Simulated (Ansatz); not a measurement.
## Geometry relaxation, with input and output: TiAl$_{2}$ (part 1 of 2)

The run: geometry relaxation of TiAl$_{2}$ (Cmmm, 6 atoms in the cell). Method and program: DFT r2SCAN, scalar-relativistic, plane waves, PAW, no spin polarisation (Ansatz 0.2.0).

The structure derives from an entry of the Crystallography Open Database. Figures and captions count atoms from 1; the log counts them from 0 in places.

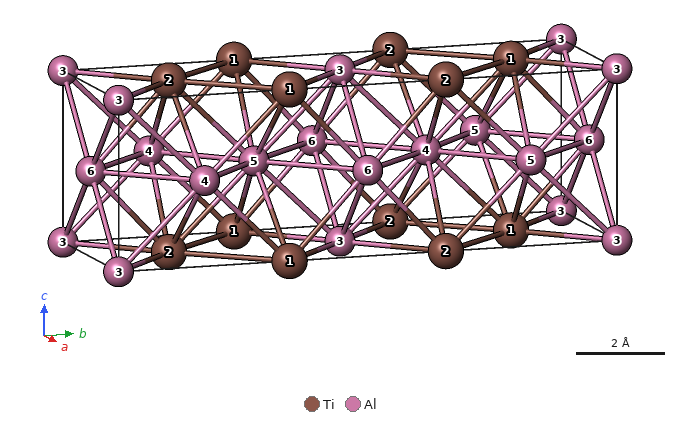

Figure 1. The structure as given in the input (ball-and-stick view of the cell 2 times as large as that of the calculation, set on its symmetry axes, seen slightly off an axis; atoms are numbered from 1 in the order of the input). An atom can appear more than once, as a periodic image.

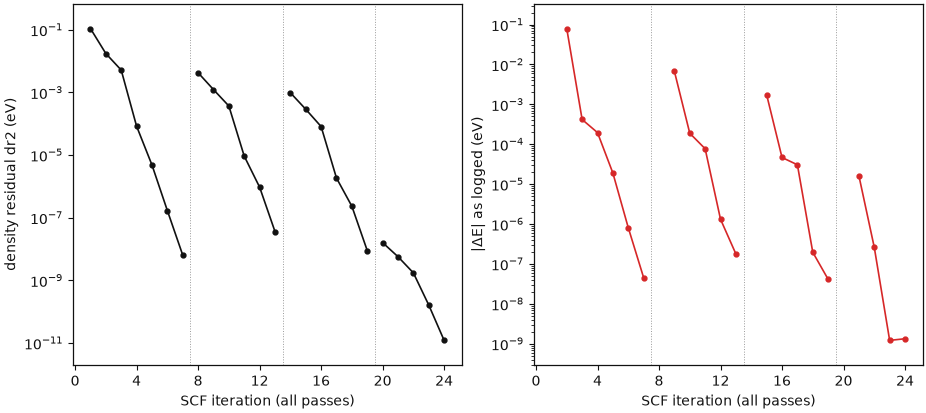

Figure 2. Convergence of the self-consistent field: density residual dr2 and size of the energy change against the SCF iteration. The dotted lines part the SCF passes of the relaxation: geometry steps, rejected trials and re-solves on a re-selected basis. The passes take 7, 6, 6 and 5 iterations.

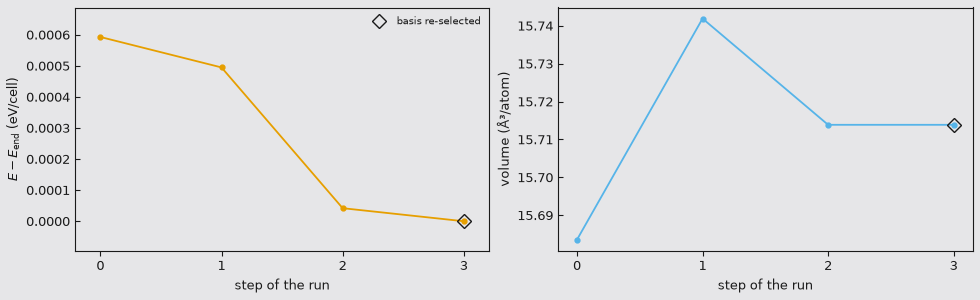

Figure 3. Progress of the relaxation, step by step (the first geometry is step 0 here and step 1 in the log). The largest moves relative to the cell, 0.005 Å, are those of Ti1 and Ti2. By element the largest moves are Ti 0.005 Å, Al 0.001 Å. Cell: a 3.904 → 3.913 Å (+0.2 %), b 12.067 → 12.068 Å (0.0 %), c 3.995 → 3.993 Å (−0.1 %). Volume +0.2 %. Distances before and after: Ti1–Ti2 2.978 → 2.988 Å, Al4–Al5 2.701 → 2.706 Å, Ti1–Al6 2.752 → 2.748 Å. The space group stays Cmmm (No. 65). The energy falls by 0.6 meV per cell of the calculation in 2 geometry steps. Largest force component: 0.055 eV/Å at the start, 0.0011 eV/Å at the end. Pressure: 0.23 GPa at the start and 0.00 GPa at the end. A last SCF at the same geometry on a re-selected plane-wave basis shifts the energy by next to nothing (0.0 meV per cell of the calculation). (Atoms are counted from 1 in the order of the input.)

The input that produced these results follows, with the program's output.

**The input**
```yaml
crystal:
  lattice:
    - [1.9519497842, -6.0335240676, 0.0]
    - [1.9519497842, 6.0335240676, 0.0]
    - [0.0, 0.0, 3.9950885176]
  atoms:
    - { symbol: Ti, position: [0.6568216055, 0.3431783945, 0.0] }
    - { symbol: Ti, position: [0.3431783945, 0.6568216055, 0.0] }
    - { symbol: Al, position: [0.0, 0.0, 0.0] }
    - { symbol: Al, position: [0.8273795024, 0.1726204976, 0.5] }
    - { symbol: Al, position: [0.1726204976, 0.8273795024, 0.5] }
    - { symbol: Al, position: [0.5, 0.5, 0.5] }
basis:
  ecutwfc: 500
kpoints:
  mp_grid: { grid: [10, 10, 10] }
hamiltonian:
  xc: r2scan
scf:
  occupations: { method: gaussian, width: 0.1 }
output:
  forces: true
  stress: true
  eigenvalues: true
relax:
  adjacent_minimum: "off"
  f_tol: 0.005
  max_steps: 80
  cell: { stress_tol: 0.05 }
```

Launched with:
```bash
ansatz run input.yaml --threads 2 --pin off --max-ram 5120MiB --backend cpu --events-out ev --progress --plain --runs-dir out
```

**Output**
```
Engine: ansatz 0.2.0, x86_64-unknown-linux-gnu
Pseudopotentials: kind: paw
Pseudopotential: Ti, paw, valence charge 12, recommended cutoff 500 eV (meta_gga), Ti.paw.azcp
Pseudopotential: Al, paw, valence charge 3, recommended cutoff 500 eV (meta_gga), Al.paw.azcp
Functional definition: r2SCAN
  parameter k0 = 0.174
  parameter k1 = 0.065
  parameter a1 = 4.9479
  exchange = r2scan_x(k0 = k0, k1 = k1, a1 = a1)
  correlation = r2scan_c
Crystal: 6 atoms, lattice volume = 94.101 Å³
Basis set: ecut = 500 eV, 2383 PW (Γ), exchange–correlation on 192×192×120 points (64 copies of the dense FFT grid, shifted against one another)
Bands: 24, of which v1, the nominal top of the filled ones, is band 18 counted from 1 (17 counted from 0)
Symmetry: 8 space group operations
Space group: Cmmm (ITA 65), of the structure as read, at distance tolerance 4.5e-5 Å
k-points: 186 of 1000
Non-local potential: Ti, projectors of the file, l = 0: 3, l = 1: 2, l = 2: 3, l = 3: 1
Non-local potential: Al, projectors of the file, l = 0: 2, l = 1: 2, l = 2: 1
PAW form: soft (Blöchl's): semilocal exchange-correlation on the pseudo side does not see the compensation charge
PAW frozen core: Ti, regenerated for the run's functional (the file was generated under x = pbe(κ = 0.804, μ = 0.2195149727645171), c = pbe(β = 0.06672455060314922))
PAW frozen core: Al, regenerated for the run's functional (the file was generated under x = pbe(κ = 0.804, μ = 0.2195149727645171), c = pbe(β = 0.06672455060314922))
PAW one-centre angular grid: Ti, 590 points (default); XC on 160 Gauss nodes
PAW one-centre angular grid: Al, 302 points (default); XC on 160 Gauss nodes
Initial density: superposition of atomic densities (neutral atoms: chi_scale 0, normalization atom), corrected by the library's trained network
Initial wavefunctions: pseudopotential atomic-orbital guess
Functional: x = r2scan, c = r2scan; τ floored in thin density (d = 2e-4 eV/Å³)
SCF iter   1: F=—  HF=-7173.147031 eV  |F-HF|=—  |Δ(HF+E_count)|=         —  Δρ=1.07e-2  dr2=1.09e-1  dr2_τ=4.74e-2  ethr=1.77e-3  ⟨swp⟩=6.2  Hψ=22885  notcnv=0
preconditioner: auto → Kerker (q_TF=auto, 2.325 Å⁻¹)  [metal: Δε(μ)=0.008 eV  Ē_g=5.229 eV  σ=0.100 eV  W_gap=0.04  n_scr=26 (ndim 8)  ℏωp=17.1 eV  f_vac=0.000  D(μ)=2.34/eV (n_scr^D=14)]
SCF iter   2: F=—  HF=-7173.226623 eV  |F-HF|=—  |Δ(HF+E_count)|=   7.96e-2  Δρ=3.77e-3  dr2=1.74e-2  dr2_τ=2.39e-3  ethr=3.02e-4  ⟨swp⟩=2.1  Hψ=9850  notcnv=0  defer=212
SCF iter   3: F=—  HF=-7173.226205 eV  |F-HF|=—  |Δ(HF+E_count)|=   4.18e-4  Δρ=2.25e-3  dr2=5.15e-3  dr2_τ=1.17e-4  ethr=4.83e-5  ⟨swp⟩=2.1  Hψ=5641  notcnv=0  defer=212
SCF iter   4: F=—  HF=-7173.226009 eV  |F-HF|=—  |Δ(HF+E_count)|=   1.96e-4  Δρ=3.09e-4  dr2=8.32e-5  dr2_τ=3.60e-6  ethr=1.43e-5  ⟨swp⟩=2.2  Hψ=6041  notcnv=0  defer=212
SCF iter   5: F=—  HF=-7173.225990 eV  |F-HF|=—  |Δ(HF+E_count)|=   1.90e-5  Δρ=6.17e-5  dr2=4.81e-6  dr2_τ=1.70e-7  ethr=2.31e-7  ⟨swp⟩=2.7  Hψ=7542  notcnv=0  defer=212
SCF iter   6: F=—  HF=-7173.225989 eV  |F-HF|=—  |Δ(HF+E_count)|=   8.11e-7  Δρ=1.31e-5  dr2=1.69e-7  dr2_τ=6.76e-9  ethr=1.34e-8  ⟨swp⟩=2.0  Hψ=6115  notcnv=0  defer=212
SCF iter   7: F=-7173.225990 eV  HF=-7173.225990 eV  |F-HF|=3.37e-9  |Δ(HF+E_count)|=   4.53e-8  Δρ=2.92e-6  dr2=6.42e-9  dr2_τ=4.83e-10  ethr=2.78e-10  ⟨swp⟩=8.6  Hψ=17941  notcnv=0
SCF 1 converged in 7 iterations: F = -7173.225990 eV  dr2 = 6.42e-9
  greatest PAW one-centre occupation: 1.001 electrons in one spin orbital (limit 2), on the Ti atom at site 1 (counted from 0), in its partial waves of l = 1
relax step   1: F+E_penalty+E_count = -7173.22598954 eV  Δ(F+E_penalty+E_count) = +0.000e0 eV  max|allowed force component| = 5.456e-2 eV/Å  Δτ_max = 0.0000 Å  P = +0.225 GPa  Ω = 94.101 Å³  (7 SCF iters, dr2 threshold 1.00e-7 eV, accepted)
Crystal: 6 atoms, lattice volume = 94.451 Å³
Basis set: ecut = 500 eV, 2395 PW (Γ), exchange–correlation on 192×192×120 points (64 copies of the dense FFT grid, shifted against one another)
Initial density: handed on by an earlier stage of this run
Initial wavefunctions: those handed on with the density
iter 1 solved again at ethr=1.20e-5 eV; its pass at ethr=3.10e-3 eV (dr2=4.34e-3 eV) is discarded
SCF iter   1: F=—  HF=-7173.219592 eV  |F-HF|=—  |Δ(HF+E_count)|=         —  Δρ=1.39e-3  dr2=4.24e-3  dr2_τ=1.18e-2  ethr=1.20e-5  ⟨swp⟩=1.0  Hψ=21955  notcnv=0
preconditioner: auto → Kerker (q_TF=auto, 2.323 Å⁻¹)  [metal: Δε(μ)=0.003 eV  Ē_g=5.141 eV  σ=0.100 eV  W_gap=0.02  n_scr=26 (ndim 8)  ℏωp=17.1 eV  f_vac=0.000  D(μ)=2.40/eV (n_scr^D=14)]
SCF iter   2: F=—  HF=-7173.226355 eV  |F-HF|=—  |Δ(HF+E_count)|=   6.76e-3  Δρ=6.60e-4  dr2=1.23e-3  dr2_τ=2.00e-5  ethr=1.18e-5  ⟨swp⟩=2.0  Hψ=6968  notcnv=0
SCF iter   3: F=—  HF=-7173.226167 eV  |F-HF|=—  |Δ(HF+E_count)|=   1.89e-4  Δρ=3.67e-4  dr2=3.68e-4  dr2_τ=1.38e-5  ethr=3.41e-6  ⟨swp⟩=2.1  Hψ=5615  notcnv=0
SCF iter   4: F=—  HF=-7173.226089 eV  |F-HF|=—  |Δ(HF+E_count)|=   7.72e-5  Δρ=7.24e-5  dr2=9.23e-6  dr2_τ=6.45e-7  ethr=1.02e-6  ⟨swp⟩=2.0  Hψ=5609  notcnv=0
SCF iter   5: F=—  HF=-7173.226088 eV  |F-HF|=—  |Δ(HF+E_count)|=   1.32e-6  Δρ=3.88e-5  dr2=9.44e-7  dr2_τ=7.90e-8  ethr=2.56e-8  ⟨swp⟩=2.0  Hψ=6054  notcnv=0
SCF iter   6: F=-7173.226088 eV  HF=-7173.226088 eV  |F-HF|=4.88e-9  |Δ(HF+E_count)|=   1.78e-7  Δρ=5.88e-6  dr2=3.61e-8  dr2_τ=2.19e-9  ethr=1.53e-9  ⟨swp⟩=5.2  Hψ=17898  notcnv=0
SCF 2 converged in 6 iterations: F = -7173.226088 eV  dr2 = 3.61e-8
relax step   2: F+E_penalty+E_count = -7173.22608819 eV  Δ(F+E_penalty+E_count) = -9.864e-5 eV  max|allowed force component| = 5.925e-2 eV/Å  Δτ_max = 0.0098 Å  P = -0.196 GPa  Ω = 94.451 Å³  energy of the carried Pulay correction = -7.786e-5 eV  (6 SCF iters, dr2 threshold 5.52e-7 eV, accepted)
Crystal: 6 atoms, lattice volume = 94.283 Å³
Basis set: ecut = 500 eV, 2391 PW (Γ), exchange–correlation on 192×192×120 points (64 copies of the dense FFT grid, shifted against one another)
iter 1 solved again at ethr=2.76e-6 eV; its pass at ethr=3.10e-3 eV (dr2=9.93e-4 eV) is discarded
SCF iter   1: F=—  HF=-7173.224877 eV  |F-HF|=—  |Δ(HF+E_count)|=         —  Δρ=6.74e-4  dr2=9.75e-4  dr2_τ=2.94e-3  ethr=2.76e-6  ⟨swp⟩=1.0  Hψ=21173  notcnv=0
preconditioner: auto → Kerker (q_TF=auto, 2.324 Å⁻¹)  [metal: Δε(μ)=0.007 eV  Ē_g=5.142 eV  σ=0.100 eV  W_gap=0.04  n_scr=26 (ndim 8)  ℏωp=17.1 eV  f_vac=0.000  D(μ)=2.38/eV (n_scr^D=14)]
SCF iter   2: F=—  HF=-7173.226618 eV  |F-HF|=—  |Δ(HF+E_count)|=   1.74e-3  Δρ=3.23e-4  dr2=2.90e-4  dr2_τ=4.63e-6  ethr=2.71e-6  ⟨swp⟩=2.0  Hψ=7019  notcnv=0
SCF iter   3: F=—  HF=-7173.226572 eV  |F-HF|=—  |Δ(HF+E_count)|=   4.66e-5  Δρ=1.74e-4  dr2=8.12e-5  dr2_τ=3.15e-6  ethr=8.06e-7  ⟨swp⟩=2.1  Hψ=5596  notcnv=0
SCF iter   4: F=—  HF=-7173.226541 eV  |F-HF|=—  |Δ(HF+E_count)|=   3.06e-5  Δρ=3.68e-5  dr2=1.84e-6  dr2_τ=1.52e-7  ethr=2.25e-7  ⟨swp⟩=2.0  Hψ=5645  notcnv=0
SCF iter   5: F=—  HF=-7173.226541 eV  |F-HF|=—  |Δ(HF+E_count)|=   1.96e-7  Δρ=1.91e-5  dr2=2.32e-7  dr2_τ=1.92e-8  ethr=5.11e-9  ⟨swp⟩=2.0  Hψ=6048  notcnv=0
SCF iter   6: F=-7173.226541 eV  HF=-7173.226541 eV  |F-HF|=1.21e-9  |Δ(HF+E_count)|=   4.11e-8  Δρ=2.86e-6  dr2=8.92e-9  dr2_τ=5.67e-10  ethr=6.09e-10  ⟨swp⟩=4.4  Hψ=14326  notcnv=0
SCF 3 converged in 6 iterations: F = -7173.226541 eV  dr2 = 8.92e-9
```
